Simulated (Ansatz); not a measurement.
Consider SiO2.

```yaml
crystal:
  lattice:
    - [4.18541, 0.00000, 0.00000]
    - [0.00000, 4.18541, 0.00000]
    - [0.00000, 0.00000, 2.66874]
  atoms:
    - { symbol: Si, position: [0.50000, 0.50000, 0.50000] }
    - { symbol: Si, position: [0.00000, 0.00000, 0.00000] }
    - { symbol: O, position: [0.70656, 0.68121, 0.00000] }
    - { symbol: O, position: [0.20656, 0.81879, 0.50000] }
    - { symbol: O, position: [0.29344, 0.31879, 0.00000] }
    - { symbol: O, position: [0.79344, 0.18121, 0.50000] }
```

Space group Pnnm; a structure from a database of computed crystals, not necessarily the ambient phase.

Method: Ansatz 0.2.0, DFT r2SCAN, scalar-relativistic, plane waves, PAW.

Question: Predict the valence pseudo-density and electron localisation function between the atoms.

Answer: Si–O (1.76 Å): ρ is about 0.96 e/Å³ halfway; the ELF peaks at about 0.85 between the atoms.
Si–O (1.81 Å): the density is about 0.84 e/Å³ at the midpoint; the ELF peaks at about 0.90 between the atoms.

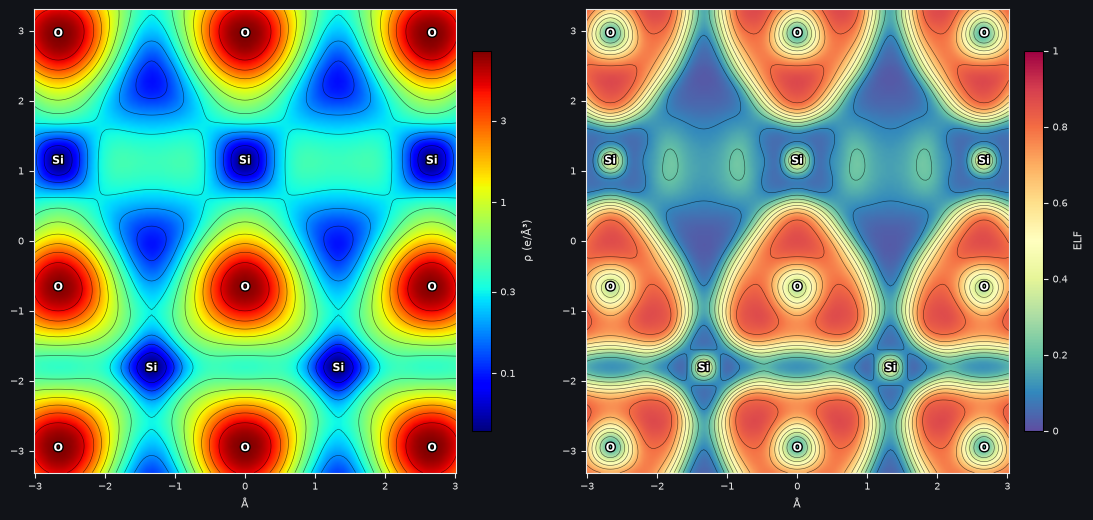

Computed valence pseudo-density and electron localisation function on the (11̄0) plane of the conventional cell, in this order. 

Core electrons are frozen (PAW), and the valence fields are smoothed inside the atomic spheres.
